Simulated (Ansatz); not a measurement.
## Si17O32: molecular dynamics (part 2 of 5)

The same run, continued: Si17O32 (defect cell, 49 atoms in the cell); DFT LDA, scalar-relativistic, plane waves, PAW, PAW set soft_1, no spin polarisation (Ansatz 0.2.0); cutoff 420 eV, 2×2×2 k-mesh, Fermi–Dirac smearing of 0.02 eV. The structure derives from a Materials Project entry. One setting was made poor on purpose. It belongs to a series of runs on one base structure; here: dynamics from the start.

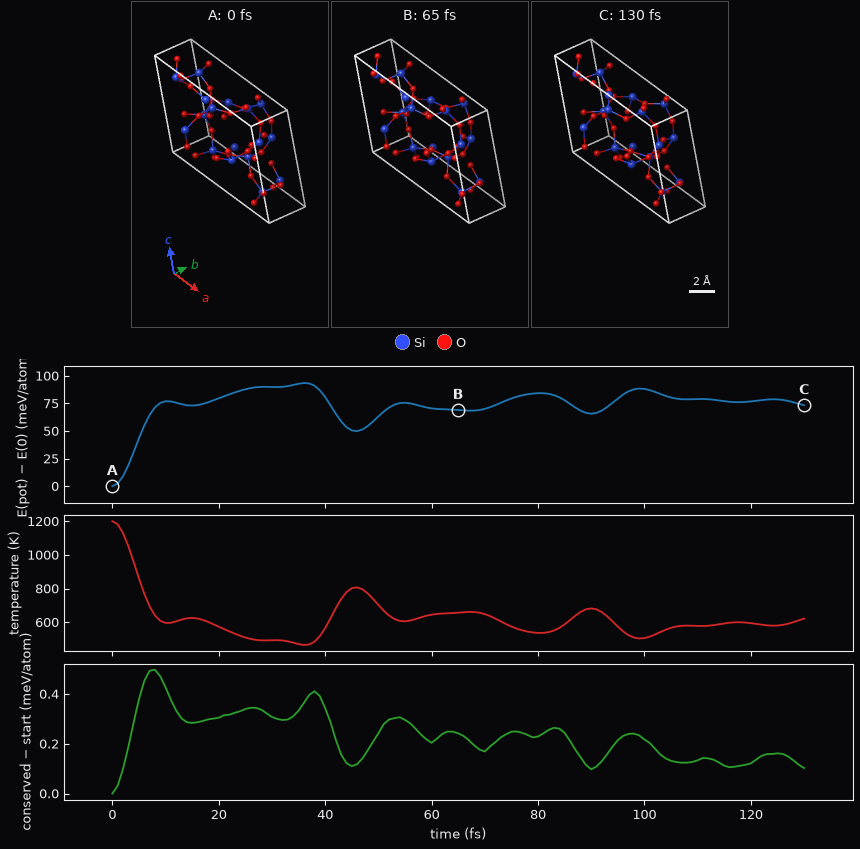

**Figure 1.** Frames of the molecular dynamics (ball-and-stick, reduced simulation cell, seen slightly off an axis) above the curves, on which the letters mark them. The trajectory kept here has 131 frames over 130 fs. The temperature starts at 1200 K, ranges from 465 to 1200 K and averages 590 K over the second half. The potential energy ends 73.3 meV/atom above its first value. The conserved quantity stays within 0.5 meV/atom. With the common drift removed, the root-mean-square displacement is 0.42 Å, and O13 has moved furthest (0.71 Å).

```
automatic band count: iteration 1 solve
[...]
  E_ewald      = -9200.155964
  E_core_change = 4.535110  (= ΣΔE_core)
  E_smearing   = -0.000000  (= −TS)
  E_closure    = -0.000000  (closes the sum)
  Σ components = -28164.154800   (vs F -28164.154800, Δ=0.00e0)
--- Forces (eV/Å), atoms counted from 1 ---
  atom   1  Si     0.95773263     2.19584173     1.54920629
  atom   2  Si     1.64846777    -2.82444554    -0.33841300
  atom   3  Si    -1.75493418     0.72831891     1.15032905
  atom   4  Si    -0.14416060     1.65129715     0.92972794
  atom   5  Si    -0.23975705    -4.33781848    -0.79171612
  atom   6  Si     0.01869314    -0.87444922     0.57663913
  atom   7  Si    -1.38747549    -1.79671856     0.94581158
  atom   8  Si    -3.83346647    -3.70302357    -0.48763127
  atom   9  O      0.69241027     0.32277789    -0.47994071
  atom  10  O      1.34544062     0.71524849    -0.98885043
  atom  11  O      0.47309988     0.48919890     0.65731998
  atom  12  O     -0.35094404     0.52085269     0.68053334
  atom  13  O      0.20621438     0.10485638    -0.19301373
  atom  14  O     -0.03312151     0.00471770     0.26206214
  atom  15  O      2.62081410    -3.18120016     0.60205217
  atom  16  O      0.57008878     0.08871238    -0.88436177
  atom  17  O     -1.28906646     0.40559846     0.45576049
  atom  18  O     -0.05158789    -0.34459575    -0.45842870
  atom  19  O      0.17036186    -0.47948388     0.60872791
  atom  20  O     -0.09586599    -1.55497268    -0.68742252
  atom  21  O      0.32604629    -0.71704357    -0.90715300
  atom  22  O      1.58758559     0.93794709     0.72897656
  atom  23  O      1.24796639    -0.23224527     0.20941668
  atom  24  O      1.66502533    -1.42550972    -0.07737818
  atom  25  Si    -1.11319603     0.54361130    -0.34087330
  atom  26  Si     0.16544013     1.99235149    -1.84968225
  atom  27  Si    -2.44716126    -1.18303285    -0.21520936
  atom  28  Si     0.28240366    -0.43141874    -0.65701562
  atom  29  Si     0.06429093     1.11760036    -0.84420432
  atom  30  Si    -1.17630140     2.90626386    -1.93529087
  atom  31  Si    -1.02784966     0.43290410    -1.19433863
  atom  32  Si    -1.94785622     0.85073426     0.35179837
  atom  33  O      0.45608521    -0.89362560     2.13398121
  atom  34  O     -0.69367642     0.45604854     0.71655552
  atom  35  O      0.84627829    -0.18430797     0.71303125
  atom  36  O      0.69924377    -0.07882396    -0.13774439
  atom  37  O     -0.14861333     2.21016005     0.43848357
  atom  38  O     -0.02484006     0.38185764    -0.51988233
  atom  39  O     -0.79155223     0.97613408    -0.00988988
  atom  40  O      2.51005101     2.09280403     0.67684331
  atom  41  O     -0.95063759    -0.70204235     1.57298541
  atom  42  O     -0.39061769     0.00757093    -2.02142017
  atom  43  O     -0.82970357     1.78757775    -1.12202850
  atom  44  O     -0.22945874     0.07000141     0.44763880
  atom  45  O      0.62727192     0.31192913     0.29377463
  atom  46  O      0.84753395     1.46316719     1.50129313
  atom  47  O      1.07309883    -0.37464121    -1.38559554
  atom  48  O      0.99392894    -0.80100560    -0.02019349
  atom  49  Si    -1.14291825     0.35593984     0.34470579
  max |Σ_I F_I| component: 1.62e-3 eV/Å
--- MD trajectory: 130 steps, t = 0.0 → 130.0 fs ---
  final state: T = 621.8 K   F+E_penalty+E_count = -28164.15480024 eV   E_kin = 3.857650 eV
  conserved energy: peak-to-peak 2.436e-2 eV (4.972e-4 eV/atom) over 130.0 fs
```

### Trajectory as extended XYZ (Å, eV, eV/Å), 16 of the 131 frames kept, from step=0 to step=130
```
49
Lattice="-8.5230 -4.8942 0.0000 8.5230 -4.8942 0.0000 -5.4296 0.0000 8.1232" Properties=species:S:1:pos:R:3:forces:R:3 step=0 time_fs=0.0 energy=-28167.74755 temperature=1200.0
Si   -0.3211   -4.0572    2.1241    0.1200  -0.1625  -0.0444
Si   -0.6518   -3.5741    5.2530    0.0019   0.0003   0.1233
Si    2.6104   -3.6517    1.5262   -0.1556   0.0637   0.1076
Si   -3.3835   -3.0083    6.6431   -0.0107   0.0197  -0.0825
Si   -4.8298   -5.6678    6.1034    0.0770  -0.0267   0.0003
Si   -7.6482   -6.2967    6.8628    0.0312   0.0519  -0.0055
Si   -4.9767   -5.9463    3.0126   -0.0895  -0.0819  -0.0045
Si   -2.2384   -6.5229    1.7107   -0.0708   0.0557   0.0136
O    -2.8344   -6.5593    0.2087    0.0581  -0.0579   0.0200
O    -5.3014   -5.8661    4.5760   -0.0447   0.0241   0.0142
O    -8.0564   -7.4692    5.8432   -0.0026   0.0098   0.0188
O    -6.0408   -6.2215    7.0155   -0.0114   0.0377  -0.0493
O    -4.3838   -8.8514    5.9458   -0.0357  -0.0162  -0.0119
O     3.6668   -4.8444    1.8532   -0.0218   0.0654  -0.0041
O    -4.0766   -1.5852    6.3603   -0.0434   0.0272   0.0145
O    -1.6613   -0.7450    1.9715   -0.0019   0.0940  -0.0165
O    -2.1162   -3.0456    5.6466    0.0224  -0.0567  -0.0029
O    -2.7697   -3.1589    8.1227   -0.0268  -0.0034  -0.0438
O    -8.1842   -4.8799    6.3366   -0.0776  -0.0355   0.0841
O    -0.5536   -3.5829    3.6512    0.0591   0.0120  -0.0066
O     1.2320   -4.3733    1.9182    0.0169   0.1181   0.0019
O     2.7435   -2.3012    2.4120   -0.0011  -0.0783  -0.1063
O    -3.4173   -6.1813    2.7490    0.0519   0.1001  -0.0050
O    -1.6673   -7.9629    2.0952    0.0196   0.0498   0.0081
Si   -9.2863   -4.3591    2.3321   -0.0565  -0.0067  -0.0108
Si   -8.8058   -3.8004    5.3358    0.0197  -0.0647   0.0155
Si   -6.5021   -3.5863    1.4515    0.1817  -0.1845   0.1824
Si   -3.1270   -8.0524    6.5504    0.0500   0.0038   0.0154
Si    3.4197   -5.3845    5.7783    0.0065  -0.0295   0.0158
Si    0.6124   -6.1080    6.4527    0.0121   0.0057   0.0714
Si    3.3026   -6.1742    2.7741    0.0674  -0.1841  -0.0850
Si   -2.0182   -2.0901    1.1621   -0.0908   0.0109   0.0296
O    -2.8391   -1.7754   -0.1913    0.0122   0.0215   0.0068
O     2.9449   -5.5826    4.2553   -0.0881   0.1040   0.0796
O    -7.9055   -2.4588    5.4169   -0.0333  -0.0049   0.0411
O     2.0555   -5.4160    6.6339    0.0274  -0.0190   0.0265
O    -4.5177   -4.1308    6.4313    0.0042  -0.0078   0.0513
O    -5.4251   -4.5140    2.3154   -0.1372   0.1062  -0.0926
O    -3.4829   -6.4882    6.4377   -0.0244   0.0271  -0.0286
O    -1.0938   -5.4267    1.8492    0.0560  -0.0789  -0.0251
O    -1.8026   -8.3546    5.7127    0.0087  -0.0023  -0.0290
O    -2.8321   -8.4447    8.0824   -0.0546  -0.0096  -0.0318
O    -0.4566   -5.0363    5.9118    0.0512   0.0236  -0.0100
O    -8.7925   -4.4280    3.8604    0.0577  -0.0217  -0.0651
O    -7.9474   -4.2912    1.4237   -0.0110   0.0185   0.0272
O     2.0050   -7.0223    2.1430   -0.0540   0.0542  -0.0198
O    -2.8555   -3.1412    2.0549    0.0549   0.0726  -0.1962
O    -0.6348   -2.9183    0.9967    0.0330  -0.0215   0.0105
Si   -3.9055   -3.1736    3.3367    0.0428  -0.0244  -0.0043
49
Lattice="-8.5230 -4.8942 0.0000 8.5230 -4.8942 0.0000 -5.4296 0.0000 8.1232" Properties=species:S:1:pos:R:3:forces:R:3 step=9 time_fs=9.0 energy=-28164.05428 temperature=608.5
Si   -0.2668   -4.0766    2.1938   -1.4885   0.9252  -2.5879
Si   -0.5837   -3.5719    5.2845   -2.4369  -1.2403   0.4928
Si    2.6006   -3.6578    1.4253    0.9581  -0.3460   3.2126
Si   -3.3525   -2.9579    6.6396   -2.0811  -2.5106  -2.7782
Si   -4.8883   -5.7035    6.0888    0.1037  -2.3193   1.5457
Si   -7.6588   -6.2995    6.8898   -0.2526  -0.5059   0.5430
Si   -4.9668   -5.9650    3.0591   -3.5559   0.4904  -2.3350
Si   -2.2742   -6.4915    1.7600    0.1164   1.3626  -1.0571
O    -2.8530   -6.5252    0.2385   -0.2907  -0.2861   0.3961
O    -5.3572   -5.8866    4.5811   -0.6281  -0.7561  -0.3460
O    -8.0613   -7.4536    5.8241    1.4031   1.2107   1.1880
O    -6.0815   -6.2405    7.1057    1.6525  -0.0890  -1.1697
O    -4.2655   -8.8955    5.9567   -2.6025  -1.4313  -1.0034
O     3.7059   -4.8507    1.9267   -0.7127   2.4438  -1.7149
O    -4.1741   -1.6127    6.3831    1.8625  -1.5526   1.0886
O    -1.5786   -0.7306    2.0192   -0.4992   0.6577  -0.1854
O    -2.1057   -3.0639    5.5833   -0.7261   0.4145   0.7789
O    -2.6895   -3.1650    8.0617   -0.0746  -0.1984  -0.3702
O    -8.1740   -4.9071    6.3578   -1.2003   1.2471  -1.4900
O    -0.4978   -3.5572    3.7075    0.3499  -0.4962  -1.6673
O     1.2638   -4.3885    1.9143    0.5268  -0.1635  -0.1761
O     2.7073   -2.2761    2.3130    0.8653   0.1725   0.4388
O    -3.4659   -6.0786    2.7800    3.4843  -1.0768  -0.5282
O    -1.6542   -7.9170    2.0358   -1.0295   0.4831   0.5619
Si   -9.3089   -4.2653    2.3615    1.1389  -1.6057  -3.5910
Si   -8.9054   -3.9078    5.2878    3.0180   2.8726   2.3637
Si   -6.4268   -3.6146    1.4329   -2.5795   0.8206   0.5093
Si   -3.1709   -7.9856    6.5424    3.3818  -1.4619   1.9137
Si    3.4331   -5.3853    5.7926   -2.3289   0.4868   0.4143
Si    0.5368   -6.1135    6.4822    1.9130  -0.5623  -0.7082
Si    3.3624   -6.1668    2.7628   -0.5238  -1.5649   1.6290
Si   -1.9947   -1.9938    1.1809    1.0516  -2.9570  -2.4670
O    -2.8755   -1.8760   -0.2326    0.5040   0.5542   2.4812
O     2.9868   -5.7435    4.3171   -0.1204   0.9234  -0.7936
O    -7.9310   -2.4372    5.4458   -1.5385  -2.6974  -1.2367
O     2.0261   -5.4287    6.6527    0.3054   0.4523  -0.4455
O    -4.6152   -4.2329    6.3091    3.1824   6.0160   1.6920
O    -5.3603   -4.5497    2.1734    0.5109  -1.5781   1.5769
O    -3.4583   -6.4721    6.4492   -1.8881   2.2000  -0.7028
O    -1.0695   -5.4363    1.8282   -0.1163   0.2404   0.8706
O    -1.8149   -8.3260    5.7389   -0.4064  -0.2208  -0.4242
O    -2.7615   -8.3600    8.0841   -0.5890   0.1307  -0.9310
O    -0.5233   -5.0332    5.9879   -0.1372   0.9970  -0.3885
O    -8.8642   -4.4953    3.8119    0.8228   0.0483   3.0796
O    -7.9892   -4.2575    1.3990    1.7118   0.8561   0.3413
O     2.0661   -7.0840    2.2713   -0.4087  -0.4856  -1.0098
O    -2.8842   -3.0228    2.0182    0.6181  -0.5949   0.2220
O    -0.5902   -2.9904    0.8834   -1.4996   0.7174   2.5953
Si   -3.9192   -3.1622    3.2900    0.2349  -0.0241   0.1741
49
Lattice="-8.5230 -4.8942 0.0000 8.5230 -4.8942 0.0000 -5.4296 0.0000 8.1232" Properties=species:S:1:pos:R:3:forces:R:3 step=17 time_fs=17.0 energy=-28164.09691 temperature=613.9
Si   -0.2482   -4.0754    2.2001   -0.6809   0.3974  -2.9507
Si   -0.5729   -3.5897    5.3207   -2.1745   1.5539  -0.8782
Si    2.6128   -3.6682    1.3991    1.2232   0.9432   1.1184
Si   -3.3687   -2.9713    6.5813   -0.9752  -3.6292  -0.8693
Si   -4.9360   -5.7691    6.1059    0.8235   4.4610   0.3402
Si   -7.6734   -6.3080    6.9259   -0.2336   1.6547   0.9091
Si   -5.0236   -5.9723    3.0504    0.5594  -0.0974  -2.5923
Si   -2.3012   -6.4357    1.7805    1.5050   0.8981  -1.6318
O    -2.8797   -6.5047    0.2758   -0.2369  -0.0100  -0.7315
O    -5.4289   -5.9315    4.5759   -0.3030  -0.5354   0.3089
O    -8.0211   -7.4052    5.8453   -0.2972  -1.3590  -0.2181
O    -6.0621   -6.2606    7.1439    0.0235  -0.1485  -0.6685
O    -4.2468   -8.9746    5.9351   -0.1711   1.8333   0.4363
O     3.7143   -4.7754    1.9344   -0.3348  -0.1862  -0.2838
O    -4.2014   -1.6795    6.4394   -0.4286   2.3295   0.0630
O    -1.5257   -0.6990    2.0496   -1.0969  -0.8984  -1.6468
O    -2.1186   -3.0653    5.5526    0.6544   0.3350  -0.1390
O    -2.6227   -3.1793    7.9973   -0.4872  -0.6606   0.7286
O    -8.2048   -4.8937    6.3291    0.1738  -1.2164   0.6144
O    -0.4355   -3.5521    3.7031    0.2349  -0.4362   0.1828
O     1.3060   -4.4076    1.9054   -1.0852  -0.1670   0.0465
O     2.7064   -2.2485    2.2414    0.6705  -0.1285   0.6478
O    -3.4010   -6.0245    2.7964   -1.7831  -0.4794   1.7436
O    -1.6767   -7.8637    2.0049    0.0036  -1.0622   0.8481
Si   -9.3045   -4.2152    2.3207    1.4246  -1.1709   0.0028
Si   -8.9317   -3.9403    5.2949    1.8093   3.5013   2.0888
Si   -6.4099   -3.6246    1.4278   -0.7946   0.4526   0.4854
Si   -3.1452   -7.9556    6.5701    0.4281  -0.9530  -0.7508
Si    3.3996   -5.3822    5.8144   -0.4008  -2.4444   0.4817
Si    0.5080   -6.1326    6.4936    1.1186  -1.7060  -0.9052
Si    3.4051   -6.1887    2.7837   -0.5617   0.5478   0.3888
Si   -1.9505   -1.9692    1.1497    1.3172  -2.5360  -0.4941
O    -2.8887   -1.9407   -0.1873    0.6056   1.8193  -0.3394
O     3.0186   -5.8506    4.3449   -0.3865   1.3465  -0.4539
O    -8.0099   -2.5109    5.4307   -0.7199   0.2499   0.1526
O     2.0076   -5.4244    6.6537   -0.9846   0.1646  -0.1615
O    -4.5879   -4.1243    6.2608    0.9294  -0.9155   0.6612
O    -5.2909   -4.6323    2.1003   -1.1925   0.3444   0.3583
O    -3.5005   -6.3906    6.4350   -0.0593  -1.3965  -0.1792
O    -1.0511   -5.4353    1.8412    0.1079   0.5312   0.7824
O    -1.8397   -8.3087    5.7457    0.0071  -0.2179  -0.7189
O    -2.7214   -8.2816    8.0595   -0.8697  -0.3139   1.6171
O    -0.5831   -5.0011    6.0441    1.1515  -1.1199   0.4242
O    -8.9007   -4.5513    3.8631    0.0921   0.4611  -1.4186
O    -7.9638   -4.1964    1.3893    1.2278   0.4916   0.2711
O     2.1052   -7.1558    2.3475   -0.3459  -0.2370  -1.2059
O    -2.8868   -2.9404    1.9948    0.5773  -1.0276   0.8043
O    -0.6055   -3.0268    0.8782   -1.0498   1.1320   2.4163
Si   -3.9251   -3.1534    3.2525    0.9857  -0.3975   0.3139
49
Lattice="-8.5230 -4.8942 0.0000 8.5230 -4.8942 0.0000 -5.4296 0.0000 8.1232" Properties=species:S:1:pos:R:3:forces:R:3 step=26 time_fs=26.0 energy=-28163.39106 temperature=500.6
Si   -0.2427   -4.0625    2.1416    0.8157   0.1280   0.9853
Si   -0.6113   -3.5771    5.3399    0.5970   0.6848  -1.2670
Si    2.6521   -3.6569    1.3984   -0.5593   0.8757  -0.6245
Si   -3.4046   -3.0597    6.4974    2.5510   2.3931   2.1094
Si   -4.9705   -5.7423    6.1279    0.7256   3.5967  -2.2044
Si   -7.6941   -6.2831    6.9829    0.4906  -0.0101  -1.2796
Si   -5.0770   -5.9819    2.9861    2.3487   0.0718   1.4363
Si   -2.2984   -6.3539    1.7690    0.3134  -1.1381   0.7195
O    -2.9213   -6.4814    0.2917   -0.2865   0.3271   0.0151
O    -5.5199   -6.0031    4.5783    0.6216   0.3794  -0.2139
O    -7.9866   -7.4038    5.8674   -1.1123  -1.4091   0.2937
O    -6.0420   -6.2876    7.1600   -1.3455   0.4476   0.1584
O    -4.2449   -8.9947    5.9275   -0.3524   1.3443   0.9468
O     3.7145   -4.7018    1.9319    0.7701  -2.4920   1.1230
O    -4.2360   -1.6734    6.5111    0.7154   0.2278   0.2194
O    -1.5103   -0.6968    2.0103   -0.2219  -0.4068  -2.0847
O    -2.1131   -3.0503    5.5147   -0.4682   0.5194  -0.1981
O    -2.5733   -3.2242    7.9515   -1.3746  -0.6671   0.2138
O    -8.2341   -4.9253    6.3224    0.3744  -0.5749   1.1325
O    -0.3562   -3.5678    3.6994   -0.2204  -0.5457   0.3127
O     1.3121   -4.4324    1.8931   -0.4939   0.6411  -0.6260
O     2.7313   -2.2291    2.1857   -0.3642  -1.2118  -0.0212
O    -3.3867   -5.9901    2.8793   -1.3933  -0.7710   0.3102
O    -1.7040   -7.8440    2.0061    0.3932  -0.5228   0.4447
Si   -9.2666   -4.1912    2.2719   -0.0009  -1.3347   1.7742
Si   -8.9199   -3.8994    5.3462   -0.9100  -1.1775  -1.4502
Si   -6.4070   -3.6239    1.4339    1.9751   0.0667   0.2540
Si   -3.1064   -7.9462    6.5854   -2.2111  -0.4133  -1.1042
Si    3.3538   -5.4309    5.8502    1.4753  -0.4869   0.0460
Si    0.5024   -6.1919    6.4848   -0.3898   0.0176  -0.2984
Si    3.4371   -6.2011    2.8164   -0.8605   1.4649  -0.9141
Si   -1.8735   -2.0024    1.1046   -1.5955   0.2204   1.7198
O    -2.8768   -1.9360   -0.1514    0.5754   1.3144  -1.8550
O     3.0354   -5.9099    4.3579   -0.7305   1.4342   0.2980
O    -8.1195   -2.5722    5.4198    2.1705   4.0038   0.8656
O     1.9462   -5.4133    6.6464   -0.6137  -0.2974  -0.2355
O    -4.5306   -4.0441    6.2348   -3.5413  -5.6410  -0.3999
O    -5.2659   -4.7055    2.0333   -1.9520   2.1023  -0.5805
O    -3.5486   -6.3558    6.4116    1.1627  -2.4753   0.2552
O    -1.0289   -5.4143    1.8880   -0.3689  -0.0995  -0.0282
O    -1.8647   -8.3000    5.7210    0.6607  -0.3179  -0.6201
O    -2.7137   -8.2063    8.0954   -0.5127  -0.2517   0.7610
O    -0.6007   -5.0075    6.1203    1.2745  -0.7591  -0.3443
O    -8.9342   -4.5879    3.8774    0.1723   1.6355  -0.9674
O    -7.8934   -4.1110    1.3907   -1.8401  -0.8724   0.1520
O     2.1363   -7.2399    2.3840    0.2741   1.4805  -0.0460
O    -2.8622   -2.8950    2.0030    0.7048  -1.2536   0.6154
O    -0.6618   -3.0206    0.9718    1.4462   0.2525  -0.2823
Si   -3.9066   -3.1536    3.2186    1.1110  -0.5015   0.4846
```
